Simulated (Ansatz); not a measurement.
Run report: Ni, single-point calculation (part 2 of 2)

The same run, continued: Ni (slab, 4 atoms in the cell); DFT, PBE, PAW with Ansatz's default frozen-core files, scalar-relativistic, spin-polarised (Ansatz 0.2.0); cutoff 420 eV, 16×16×1 k-mesh, Fermi–Dirac smearing of 0.1 eV, collinear spins. It belongs to a series of runs on one base structure; here: no images along the normal, PAW files.

Geometry of the input (Å; fractional positions):
```
2.4894  0.0000  0.0000
0.0000  2.4894  0.0000
0.0000  0.0000  21.2808
Ni 0.2500  0.2500  0.3783
Ni 0.7500  0.7500  0.4580
Ni 0.2500  0.2500  0.5420
Ni 0.7500  0.7500  0.6217
```

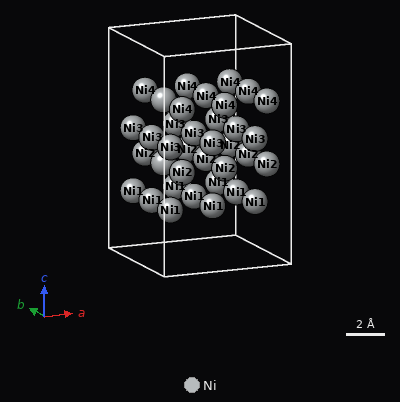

Figure 1. The structure as given in the input (spheres-only view of the 3 × 3 repeat of the cell, with the vacuum cut short, seen slightly off an axis; atoms are numbered from 1 in the order of the input).

```
WARN: The output density's exchange-correlation potential varies sharply where the density is thin. Do not read a vacuum level from v_tot or v_xc, or from such a field of the output density. On a cell that repeats whose density bears no net charge and no dipole along the vacuum's axis use v_es (v_loc + v_h of the components); under efield.dipole_correction with no amplitude use v_es + v_field, which holds any external_charges[].barrier, or the levels of the report's work_function block, which leave it out; under a non-zero efield.amplitude the vacuum is tilted and has no level; on a cell that repeats and bears such a dipole with no correction it is tilted too, and efield.dipole_correction with no amplitude gives each side of its ramp a level where efield: is served; in a cell that repeats whose density bears a net charge (total_charge, or a fill off its count) it is curved and has none; of a slab under crystal.periodic whose density bears no net charge use v_es, which has a level on each side, short of where the two are joined; of another it falls or rises all the way out and has none; of a slab beside external_charges read slab_vacuum_level instead, which it has where they leave it neutral. The grid or the basis barely resolves most such structure, and the values can differ between equally converged runs; as a rule a tighter scf.convergence.dr2_threshold does not remove it. Where the density itself ripples (under the LDA too) a higher basis.ecutwfc lessens it. The files hold the spikes' plane waves up to the density's cutoff. Files: v_tot_of_output_density and the like, and their columns of v_z.tsv (output.write_potential); v_xc_of_output_density and the like, and their columns of v_comp_z.tsv (output.write_potential_components). Measured: with its Gaussian average of σ = 0.25 Å subtracted twice, the exchange-correlation potential is over 0.1 eV at 808 of the grid points where the equally averaged density (valence and model cores) is under 1e-3 e/Å³, and 0.262 eV at the most among them, at an averaged density of 1.3e-9 e/Å³. The input density's (outcome.potential() and, of a run that writes arrays, v_tot and v_xc) is over 0.1 eV, so measured, at 744 points of its own thin density, 0.226 eV at the most. See output.write_potential in the manual, Limitations
SCF converged after 16 iterations
an eigenvalue changed by more than its tolerance at an iteration that met the thresholds in force, so the SCF went on 2 times, its first undamped step at iteration 14: the last check found none over its tolerance
Magnetization: 2.7152 μB (37.3576 up, 34.6424 down)
Absolute magnetization: 3.0897 μB (∫|ρ↑−ρ↓|, with the PAW one-centre terms)
Spin contamination: 0.0381 ħ² per cell (⟨S²⟩ above its minimum at these occupations)
Per-site moments (μB) at R_I (Å): [(0.7520870589569465, 1.0081167381582343), (0.6870390739638171, 1.0081167381582343), (0.6870390739638179, 1.0081167381582337), (0.7520870589569457, 1.0081167381582337)]
Free energy (F): -23357.263109 eV
Harris-Foulkes:  -23357.263109 eV  (|F-HF|=2.68e-9)
Internal energy: -23357.027846 eV  (E = F + TS)
E sigma→0 (E₀):  -23357.145477 eV
Entropy (-TS):   -0.235263 eV (-58.816 meV/atom)
Fermi energy:    -4.882464 eV
--- Per-component energies (eV) ---
  E_band       = -2784.048359
  E_kinetic    = 1126.506425
  E_local      = -489091.116583  (includes V_loc(G=0)·N_el)
  E_nonlocal   = 2550.399772
  E_hartree    = 242587.546829
  E_xc         = -335.679481
  E_vxc        = -432.532523  (∫ρ·V_xc dr)
  E_paw        = -6525.225965  (= ΣΔE_a)
  E_vpaw       = -2112.421581  (= ΣTr[D̂ρ^β])
  E_aug_tail   = 0.002112  (compensation charges beyond the density's cutoff)
  E_ewald      = 226330.539045
  E_smearing   = -0.235263  (= −TS)
  E_closure    = -0.000000  (closes the sum)
  Σ components = -23357.263109   (vs F -23357.263109, Δ=0.00e0)
--- Forces (eV/Å), atoms counted from 1 ---
  atom   1  Ni     0.00000000     0.00000000    -0.00009375
  atom   2  Ni     0.00000000     0.00000000    -0.00044739
  atom   3  Ni     0.00000000     0.00000000     0.00044739
  atom   4  Ni     0.00000000     0.00000000     0.00009375
  max |Σ_I F_I| component: 2.71e-20 eV/Å
--- 2D stress c σ (N/m, compression-positive) ---
       -3.721925       0.000000       0.000000
        0.000000      -3.721925       0.000000
        0.000000       0.000000       0.000000
  P = ½ c Tr σ = -3.7219 N/m
--- Band table (eV; the first three rows and the last of 90) ---
  k-point 0 ↑: bands = ["-108.5819", "-108.5621", "-108.2248", "-108.2248", "-69.0309", "-68.9370", "-68.9024", "-68.9024", "-68.8662", "-68.8662", "-68.6193", "-68.6193", "-68.6190", "-68.6190", "-68.4823", "-68.4806", "-13.4005", "-11.6972", "-9.7333", "-9.4363", "-8.9390", "-8.4388", "-7.7072", "-7.3727", "-7.1733", "-7.1733", "-6.6080", "-6.6080", "-6.5608", "-6.4530", "-6.2081", "-6.1187", "-5.8960", "-5.8137", "-5.8137", "-5.5590", "-5.4548", "-5.4327", "-5.4327", "-4.7023", "-3.0686", "-0.1487 (-0.1759°)", "-0.0117 (-0.0706°)", "0.8978", "1.0239", "2.4907"]
  k-point 1 ↑: bands = ["-108.5813", "-108.5618", "-108.2244", "-108.2244", "-69.0299", "-68.9396", "-68.9045", "-68.9016", "-68.8708", "-68.8661", "-68.6234", "-68.6232", "-68.6191", "-68.6187", "-68.4818", "-68.4803", "-13.3010", "-11.6060", "-9.6576", "-9.3775", "-8.9076", "-8.4164", "-7.7005", "-7.3481", "-7.1872", "-7.1622", "-6.8542", "-6.6292", "-6.4337", "-6.3036", "-6.1958", "-6.1287", "-6.0075", "-5.9653", "-5.7378", "-5.6008", "-5.5767", "-5.4772", "-5.4144", "-4.4832", "-2.8313", "-0.0549 (-0.0820°)", "0.0899 (0.0287°)", "0.9907", "1.1233", "2.5802"]
  k-point 2 ↑: bands = ["-108.5794", "-108.5611", "-108.2233", "-108.2233", "-69.0272", "-68.9479", "-68.9097", "-68.8993", "-68.8836", "-68.8658", "-68.6353", "-68.6349", "-68.6183", "-68.6181", "-68.4804", "-68.4795", "-13.0070", "-11.3413", "-9.4529", "-9.2141", "-8.8137", "-8.3408", "-7.6833", "-7.2829", "-7.2141", "-7.1322", "-7.0803", "-6.6907", "-6.4330", "-6.1921", "-6.1862", "-6.1696", "-6.1652", "-6.1320", "-5.7413", "-5.7048", "-5.6719", "-5.5086", "-5.4008", "-4.0031", "-2.2506", "0.2253 (0.1989°)", "0.3937 (0.3256°)", "1.2688", "1.4215", "2.8477"]
  k-point 44 ↓: bands = ["-107.6857", "-107.6857", "-107.2840", "-107.2840", "-68.1830", "-68.1830", "-68.1259", "-68.1259", "-68.1069", "-68.1069", "-67.8028", "-67.8028", "-67.8020", "-67.8020", "-67.6189", "-67.6189", "-8.9089", "-8.9089", "-8.2579", "-8.2579", "-8.0533", "-8.0533", "-7.5295", "-7.5295", "-6.2246", "-6.2246", "-5.2782", "-5.2782", "-4.9347", "-4.9347", "-4.8478", "-4.8478", "-4.5222", "-4.5222", "-4.2420", "-4.2420", "-1.4345", "-1.4345", "1.0331", "1.0331", "4.2359", "4.2359", "4.7242", "4.7242", "5.5340", "5.5340"]
  ° read free of the cell's end (the report's vacuum.weakly_bound_levels)
```

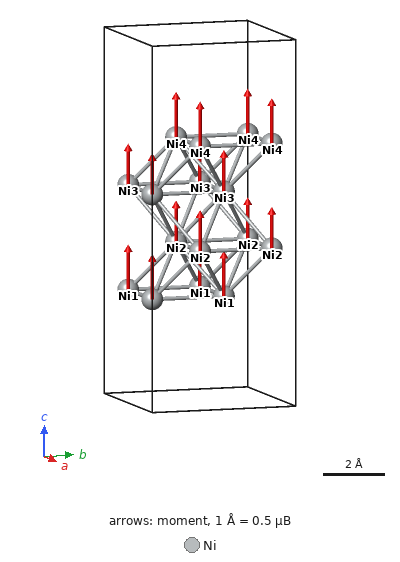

Figure 2. Magnetic moments of the sites as red arrows (ball-and-stick view of the 2 × 2 repeat of the cell, with the vacuum cut short, seen slightly off an axis; atoms are numbered from 1 in the order of the input); small moments hardly show. The run is collinear, so the axis drawn is arbitrary. Site moments: Ni1, Ni4 (0.75 μB); Ni2, Ni3 (0.69 μB). They are counted near the atoms and needn't add up to the moment of the cell.

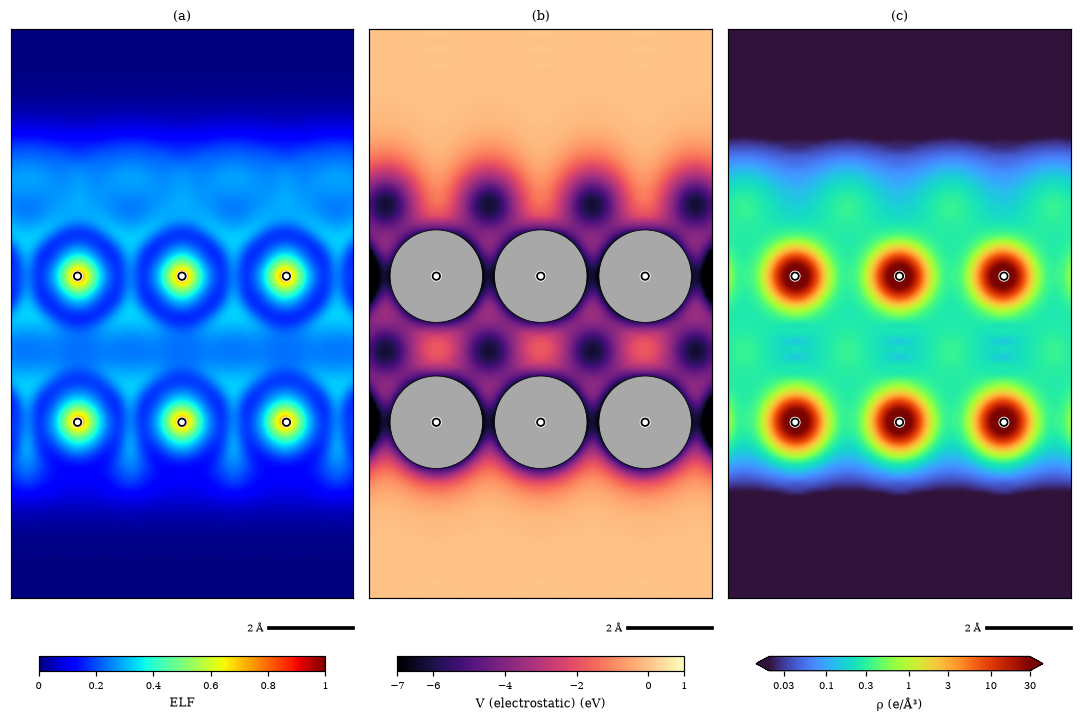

Figure 3. (a) ELF; (b) electrostatic potential (local pseudopotential plus Hartree) felt by an electron; (c) valence pseudo-density on the (010) plane of the calculation cell, a cut from vacuum to vacuum. Circles mark the nuclei in the plane (Ni). Grey discs, where drawn, cover atomic cores. The section cuts through Ni sites. Ni–Ni (2.49 Å): ρ is about 0.32 e/Å³ halfway; the ELF is about 0.25 at the midpoint (no shared electron pair). The density dies away to nearly zero in the vacuum. The strong features right at Ni lie inside the PAW spheres (semicore, d or f shells) and say nothing about bonding. In a PAW calculation such maps are meaningful between the atoms, not at the nuclei.

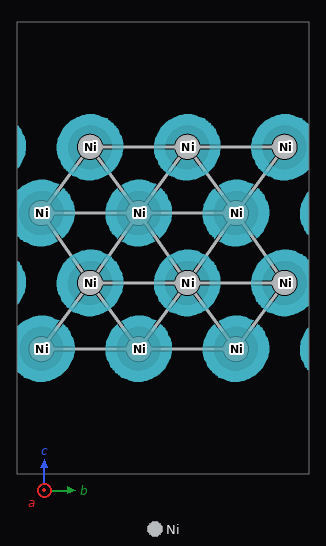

Figure 4. Isosurface of the valence electron density at 0.8 e/Å³ (cyan), seen along the a axis. Sticks mark near contacts. At this value the density breaks into separate islands; it holds about 85 % of the electrons treated as valence (semicore included). It is pinched off along the Ni–Ni (2.44 Å) and Ni–Ni (2.49 Å) contacts. On the grid the lowest density along these lines, outside the cores, is 0.34 e/Å³ (Ni–Ni, 2.44 Å) and 0.32 e/Å³ (Ni–Ni, 2.49 Å).
